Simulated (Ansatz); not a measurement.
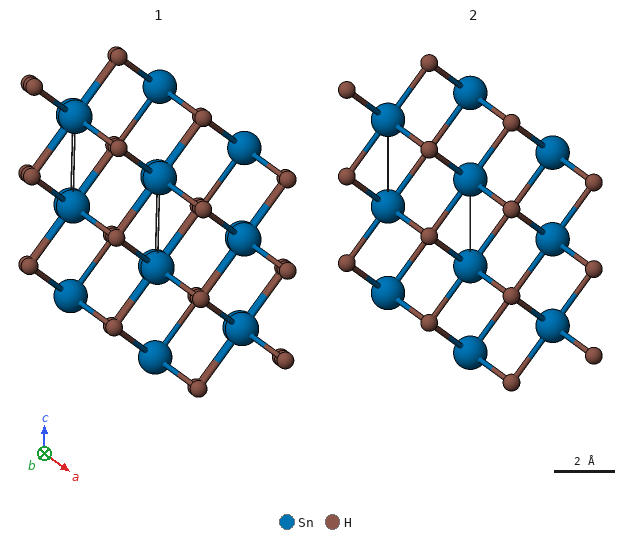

Two geometries of solid SnH (set up in I4/mmm) (coarse preliminary run), drawn at one scale. One is the start of a relaxation, the other its converged end. The picture is a ball-and-stick view of the cell of the calculation, repeated 2 × 1 × 1 with one cell outlined, seen along the b axis.

Computed with Ansatz 0.2.0, DFT PBE, scalar-relativistic, plane waves, PAW. Settings: plane-wave cutoff 420 eV; k-point mesh 8 × 8 × 8; occupations gaussian; smearing width 0.1 eV; no spin polarisation; cell and atoms relaxed; force threshold 0.0325 eV/Å; at most 70 steps.

> Which geometry has the lower energy?

Structure 1 is the relaxed one. Case: 1 H put on empty site 1 of 1 host cells, relaxed. After 3 accepted moves (4 points after the start) the energy has fallen by 41.7 meV per atom. All forces vanish by symmetry, so only the cell relaxes. The pressure goes from 7.05 to 0.06 GPa. At 1 point the geometry stayed and the basis and grid were re-selected for the new cell (energy shift of 1.0 meV per atom at most each time). No atom moves by more than 0.005 Å relative to the cell. The drawn cell changes as follows: a = b = c 3.443 → 3.530 Å (+2.5 %), α 121.8° → 119.9°, β 121.8° → 119.9°, γ 87.0° → 90.1°; the volume changes by +11.0 %. Some distances before and after: H–Sn 2.369 → 2.498 Å, H–Sn 2.498 → 2.493 Å. The space group stays I4/mmm (No. 139).
